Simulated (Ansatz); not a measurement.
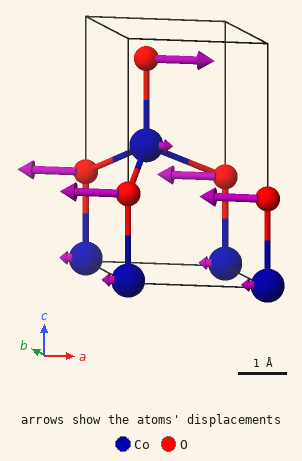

Lattice vibrations of crystalline CoO, space group P6₃mc (No. 186), at the zone centre. The optical levels lie at 46 (×2), 174, 337 (×2), 400 (×2), 447, 506 cm⁻¹. One mode is drawn. The purple arrows are the displacements of the atoms (eigenvector over the root of the mass), of arbitrary overall length and sign. Style: ball-and-stick. Shown: the cell of the calculation, slightly off an axis.

Computed with DFT PBEsol, scalar-relativistic, plane waves, PAW (Ansatz 0.2.0). Set-up: plane-wave cutoff 420 eV; k-point mesh 18 × 18 × 8; occupations gaussian; smearing width 0.2 eV; collinear spin.

The frequencies depend somewhat on the k-mesh and the smearing.

To which level does it belong?

Answer. The level at 400 cm⁻¹. This is the E₂ mode (doubly degenerate; one member of the set is drawn), optical level 4 of 6, counted from below, Raman-active by symmetry. All motion is along a; atoms of one kind move against one another, with no net shift of any sublattice; it stretches the Co–O bonds (1.92 Å); the kinetic energy is shared as O 84 %, Co 16 %.
